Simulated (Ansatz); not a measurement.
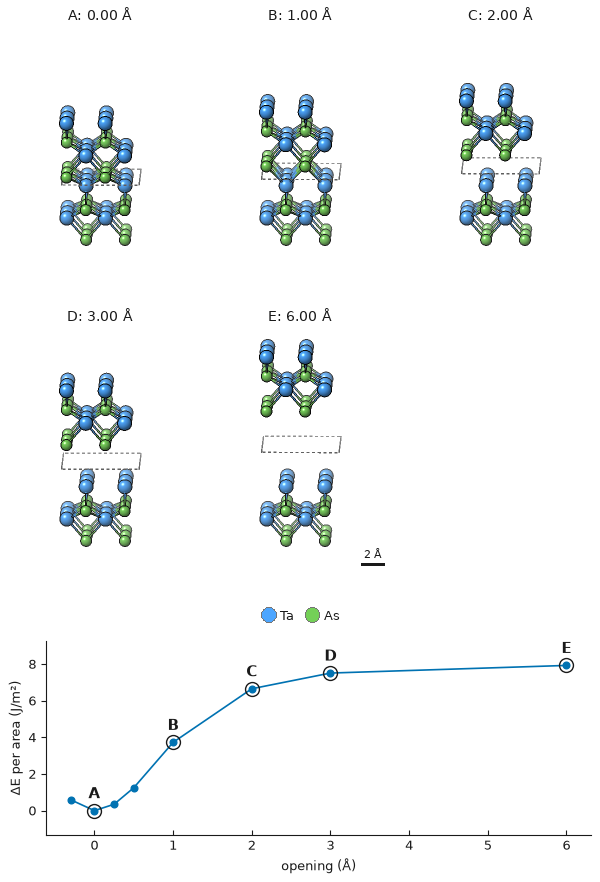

Solid TaAs (I4_1md): the crystal is pulled apart rigidly along the normal of the (0 0 1) plane of the conventional cell, at a cut between a plane of Ta below and one of As above, 0.95 Å apart. One cut stands in each cell, which starts 11.6 Å high; nothing is relaxed, and the dashed outline marks the cut. The lettered frames are marked on the plot. Style: ball-and-stick. Shown: the layers on both sides of the cut, from the side, nearly along the cut plane.

These are results of Ansatz 0.2.0, DFT PBEsol, scalar-relativistic, plane waves, PAW, not measurements. Set-up: plane-wave cutoff 420 eV; k-point mesh 14 × 14 × 4; occupations gaussian; smearing width 0.15 eV; no spin polarisation. Energies (free energies at the smearing named) are counted from the relaxed crystal.

> Read off the main features of the energy profile.

At the widest opening, 6.00 Å, the energy has risen by 7.92 J/m², and it is still rising, so the work of separation is somewhat larger. The steepest rise lies between 0.50 Å and 1.00 Å, with a mean traction of about 50 GPa. Pressing the cut together by 0.30 Å costs 0.59 J/m².
